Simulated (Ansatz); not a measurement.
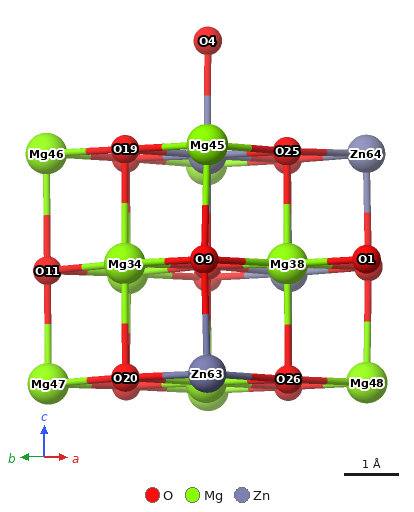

Starting structure of a crystal of O₃₂Mg₁₈Zn₁₄ (a generated structure, set up in P1). The picture is a ball-and-stick view of the atoms within 4.2 Å of the atom that moves most (axes of the cell of the calculation), seen from a free direction.

Theory: Ansatz 0.2.0, DFT, PBEsol, PAW, plane waves.

Set-up: plane-wave cutoff 420 eV; k-point mesh 1 × 1 × 1; mesh shifted by (0.25, 0.25, 0.25); no spin polarisation; cell relaxed at fixed shape; force threshold 0.03 eV/Å; at most 80 steps.

```
O Mg Zn
1.0
     8.47344    0.00000    0.00000
     0.00000    8.47344    0.00000
     0.00000    0.00000    8.47344
O Mg Zn
32 18 14
Direct
  0.25092 0.00231 0.00082
  0.25367 0.99954 0.49665
  0.24891 0.49726 0.00610
  0.25199 0.49919 0.49989
  0.75427 0.99681 0.00134
  0.75052 0.99942 0.50164
  0.75129 0.49843 0.00148
  0.75365 0.50198 0.50409
  0.99628 0.25110 0.00039
  0.99809 0.25218 0.49870
  0.00322 0.74818 0.99515
  0.00276 0.75089 0.50071
  0.50160 0.25043 0.00324
  0.50007 0.25068 0.49696
  0.49705 0.74846 0.99897
  0.50503 0.74894 0.50167
  0.00026 0.00097 0.25103
  0.99783 0.99670 0.75156
  0.00161 0.50397 0.25218
  0.99764 0.49875 0.75042
  0.49716 0.00132 0.24871
  0.50337 0.99356 0.74904
  0.49771 0.49916 0.24747
  0.50082 0.50035 0.74977
  0.24979 0.24981 0.24754
  0.25328 0.24906 0.74642
  0.25002 0.75232 0.25145
  0.24831 0.75025 0.75082
  0.74599 0.24965 0.25304
  0.74824 0.25483 0.74868
  0.74912 0.74805 0.25086
  0.74769 0.75261 0.74968
  0.99715 0.99913 0.99434
  0.00142 0.50458 0.00133
  0.99855 0.50233 0.50266
  0.50067 0.00088 0.00220
  0.49812 0.00394 0.50177
  0.24901 0.24791 0.00031
  0.24794 0.25258 0.50432
  0.25360 0.75121 0.99877
  0.74684 0.75005 0.50015
  0.24960 0.00211 0.24898
  0.24987 0.50204 0.74991
  0.75477 0.50222 0.25039
  0.00005 0.24524 0.25230
  0.00005 0.74815 0.25232
  0.00368 0.74562 0.74644
  0.49728 0.25138 0.74892
  0.49783 0.75245 0.24696
  0.49957 0.74923 0.75120
  0.00401 0.00279 0.49721
  0.49778 0.49564 0.99897
  0.50101 0.50338 0.50515
  0.24913 0.74756 0.49772
  0.74826 0.24543 0.00106
  0.75041 0.25090 0.49966
  0.74967 0.74877 0.00202
  0.25112 0.00108 0.74937
  0.24984 0.49795 0.24834
  0.75543 0.99618 0.25085
  0.74863 0.99850 0.75013
  0.75376 0.49975 0.75152
  0.00017 0.24571 0.74922
  0.49652 0.25214 0.25156
```

Question: Predict the outcome.

Answer: The largest move is that of O3, 0.074 Å roughly along [−1 1 −3]. By element the largest moves are O 0.074 Å, Mg 0.063 Å, Zn 0.056 Å. The lattice vectors keep their values. Near-neighbour distances that change, for instance: O3–Zn59 2.053 → 2.136 Å, O19–Mg45 2.192 → 2.123 Å, O3–Mg43 2.171 → 2.102 Å, O13–Zn52 2.078 → 2.138 Å. Among the angles between lasting bonds that change: Mg40–O3–Mg43 87.3° → 90.4°, O3–Mg38–O25 88.2° → 91.2°, O3–Mg38–O26 91.1° → 88.8°. The space group stays P1 (No. 1). Over 3 geometry steps the energy falls by 9.5 meV per atom. Largest force component: 1.1 eV/Å at the start, 0.025 eV/Å at the end. Pressure: 0.62 GPa at the start and −0.02 GPa at the end.

The end point in the same view:

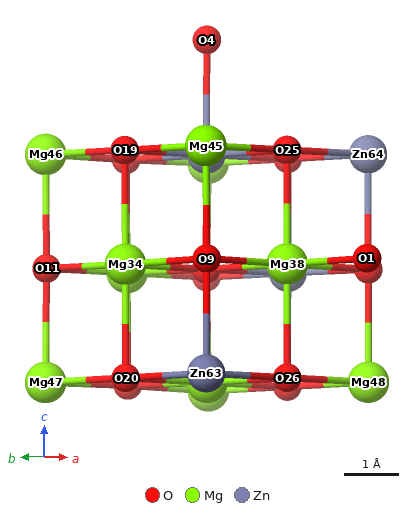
